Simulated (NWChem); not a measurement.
**C4H6 (cyclobutene) at 6 levels**

Aim: a comparison of 6 runs (HF/STO-3G, HF/3-21G, B3LYP/6-31G*, B2PLYP/def2-SVP, MP3/def2-SVP) of C4H6 (cyclobutene). 

The results are computed with NWChem 7.3.0.

2 further runs of the same task are left out: 2 set aside as unsound or not needed.

### Step 1. The molecule

C4H6 has 10 atoms, charge 0, and is taken as a singlet. As SMILES, `C1=CCC1`. The shape is that of a PBE0-D4/def2-TZVP optimisation.

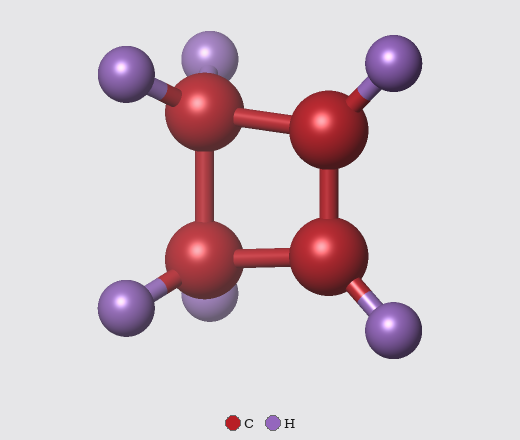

The structure, seen from a chosen angle (carbon red, hydrogen purple).

### Step 2. Energy and gradient at HF/STO-3G (run 1)

c4h6.nw

```
start c4h6
memory total 2200 mb
geometry noautosym nocenter noautoz
  C    -0.330000    1.010500   -0.386400
  C    -1.095000    0.121800    0.249600
  C     0.015700   -0.884200    0.415100
  C     0.909300    0.154000   -0.327900
  H    -0.516400    1.994800   -0.800900
  H    -2.137500    0.111500    0.547000
  H    -0.118800   -1.833400   -0.110700
  H     0.317500   -1.095900    1.444600
  H     1.737300    0.553600    0.264000
  H     1.301000   -0.184000   -1.291300
end
basis spherical bse
  * library STO-3G
end
scf
  thresh 1e-08
  maxiter 80
  noprint "final vectors analysis"
end
task scf gradient
```

On the command line:

```bash
$ nwchem c4h6.nw > c4h6.out
```

What it wrote:

```text
[...]
  functions       =    26
[...]
  wavefunction    = RHF
[...]
         Total SCF energy =   -153.039068009919
      One-electron energy =   -431.737575289522
      Two-electron energy =    165.003563286445
 Nuclear repulsion energy =    113.694943993158
        Time for solution =      1.0s
[...]
                         RHF ENERGY GRADIENTS
    atom               coordinates                        gradient
                 x          y          z           x          y          z
   1 C      -0.623610   1.909568  -0.730190    0.031588   0.010870  -0.014005
   2 C      -2.069250   0.230169   0.471676   -0.005217  -0.031778   0.016518
   3 C       0.029669  -1.670896   0.784425   -0.007676   0.017111  -0.006050
   4 C       1.718328   0.291018  -0.619641   -0.019046   0.004046   0.003505
   5 H      -0.975855   3.769625  -1.513482   -0.002057   0.002026  -0.000387
   6 H      -4.039289   0.210704   1.033680   -0.002444   0.001553  -0.000045
   7 H      -0.224499  -3.464624  -0.209193   -0.000589  -0.003388  -0.001542
   8 H       0.599988  -2.070951   2.729898    0.000866  -0.000996   0.003629
   9 H       3.283021   1.046152   0.498888    0.002992   0.001509   0.001786
  10 H       2.458534  -0.347710  -2.440203    0.001581  -0.000954  -0.003409
[...]
```

Run time: 1.7 s. Hardware: 1 thread of Intel Xeon Platinum 8375C at 2.90GHz (Ice Lake), shared host; peak memory 0.1 GiB.

### Step 3. Energy and gradient at HF/3-21G (run 2)

c4h6.nw

```
start c4h6
memory 2200 mb

geometry units angstroms noautosym nocenter noautoz
C    -0.330000    1.010500   -0.386400
C    -1.095000    0.121800    0.249600
C     0.015700   -0.884200    0.415100
C     0.909300    0.154000   -0.327900
H    -0.516400    1.994800   -0.800900
H    -2.137500    0.111500    0.547000
H    -0.118800   -1.833400   -0.110700
H     0.317500   -1.095900    1.444600
H     1.737300    0.553600    0.264000
H     1.301000   -0.184000   -1.291300
end

basis "ao basis" spherical bse
* library 3-21G
end

scf
nopen 0
rhf
thresh 1e-08
maxiter 80
noprint "final vectors analysis"
end

task scf gradient
```

On the command line:

```bash
$ nwchem c4h6.nw > c4h6.out
```

What it wrote:

```text
[...]
  functions       =    48
[...]
  wavefunction    = RHF
[...]
         Total SCF energy =   -154.028353230410
      One-electron energy =   -431.548996967785
      Two-electron energy =    163.825699744217
 Nuclear repulsion energy =    113.694943993158
        Time for solution =      1.2s
[...]
                         RHF ENERGY GRADIENTS
    atom               coordinates                        gradient
                 x          y          z           x          y          z
   1 C      -0.623610   1.909568  -0.730190    0.020405  -0.015258   0.001522
   2 C      -2.069250   0.230169   0.471676    0.019431  -0.016320   0.002273
   3 C       0.029669  -1.670896   0.784425   -0.004953   0.031630  -0.013673
   4 C       1.718328   0.291018  -0.619641   -0.033362  -0.001277   0.010022
   5 H      -0.975855   3.769625  -1.513482   -0.001985   0.010861  -0.004596
   6 H      -4.039289   0.210704   1.033680   -0.011476  -0.000183   0.003312
   7 H      -0.224499  -3.464624  -0.209193   -0.000639  -0.007224  -0.002361
   8 H       0.599988  -2.070951   2.729898    0.001950  -0.002898   0.006856
   9 H       3.283021   1.046152   0.498888    0.006593   0.002524   0.002940
  10 H       2.458534  -0.347710  -2.440203    0.004037  -0.001856  -0.006295
[...]
```

Run time: 1.9 s. Hardware: 1 thread of Intel Xeon Platinum 8375C at 2.90GHz (Ice Lake), shared host; peak memory 0.1 GiB.

Runs 3 to 5 aren't shown in full; the table further down has their settings and results.

### Step 4. The energy at MP3/def2-SVP (run 6)

nw.nw

```
echo
start nw
title "C4H6 energy"
memory stack 330 mb heap 110 mb global 1760 mb

geometry units atomic noautosym nocenter noautoz
  C  -0.62360962  1.90956825 -0.73019017
  C  -2.06925011  0.23016864  0.47167564
  C   0.02966870 -1.67089584  0.78442531
  C   1.71832797  0.29101782 -0.61964120
  H  -0.97585457  3.76962567 -1.51348165
  H  -4.03928959  0.21070446  1.03368019
  H  -0.22449946 -3.46462388 -0.20919268
  H   0.59998804 -2.07095086  2.72989836
  H   3.28302120  1.04615238  0.49888770
  H   2.45853369 -0.34770961 -2.44020334
end

basis spherical bse
  C library def2-SVP
  H library def2-SVP
end

scf
  thresh 1e-08
  maxiter 80
  noprint "final vectors analysis"
end

tce
  scf
  mbpt3
  freeze core 4
  maxiter 60
end

task tce
```

On the command line:

```bash
$ nwchem nw.nw > nw.out
```

What it wrote:

```text
[...]
  functions       =    86
[...]
  wavefunction    = RHF
[...]
         Total SCF energy =   -154.787494613598
      One-electron energy =   -432.681169108955
      Two-electron energy =    164.198738733063
 Nuclear repulsion energy =    113.694935762293
        Time for solution =      7.6s
[...]
         Wavefunction type : Restricted Hartree-Fock
          No. of electrons :    30
[...]
         Spin multiplicity : singlet
[...]
```

Run time: 33 s. Hardware: 1 thread of Intel Xeon Platinum 8375C at 2.90GHz (Ice Lake), shared host; peak memory 1.4 GiB.

### Step 5. The series

```csv
run,level,iteration cap,module,energy (Eh),dipole moment (D),largest force (eV/Å),wall time
1,HF/STO-3G,80,scf,-153.039068,0.05,1.863,1.7 s
2,HF/3-21G,80,scf,-154.028353,0.08,1.792,1.9 s
3,B3LYP/6-31G* (spherical functions),100,dft,-155.969992,–,0.410,32 s
4,B3LYP/6-31G* (Cartesian functions),100,dft,-155.972932,0.11,0.395,34 s
5,B2PLYP/def2-SVP,100,dft,-155.672780,0.11,–,32 s
6,MP3/def2-SVP,80,tce,-155.366196,–,–,33 s
```

### Step 6. Summary of results

| quantity | value |
| --- | --- |
| run 6: total energy | -155.36620 Eh |
| run 6: correlation energy (4 core orbitals frozen) | -578.7 mEh |

**Reading.** Over runs 1, 2, 4, 5 the dipole moment (its size) runs from 0.05 D (HF/STO-3G) to 0.11 D (B2PLYP/def2-SVP). The two ends differ in method and basis. A double hybrid's value is that of its SCF part. Totals of different functionals can't be ranked against each other. In run 1 the basis is minimal, so the values are rough. All runs together took 2.2 min, the longest 34 s.
